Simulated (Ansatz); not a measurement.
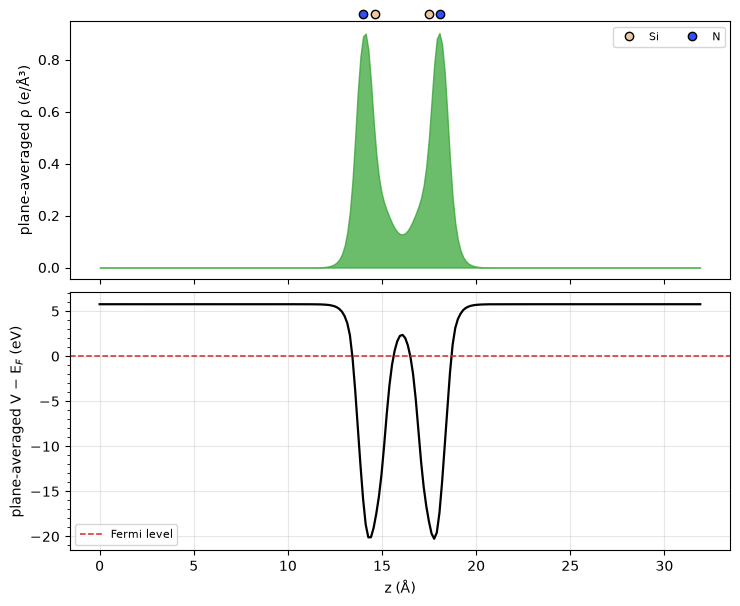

Figure. SiN. Plane average of the electrostatic potential energy of an electron and of the valence electron density across the slab. Circles mark the heights of the atoms.

A structure generated by program, which may or may not match a known phase.

The calculation used DFT PBE, scalar-relativistic, plane waves, PAW (Ansatz 0.2.0).

The density is the valence pseudo-density of a PAW calculation; it isn't the true density close to the nuclei.

How far below the vacuum level is the Fermi level?

The potential is flat in the vacuum, 5.77 eV above the Fermi level; this is the work function, the same on both faces.

How thick is the slab, and how wide the vacuum?

The outermost nuclei are 4.1 Å apart, in 4 atomic planes; the vacuum between periodic images is 27.9 Å wide.
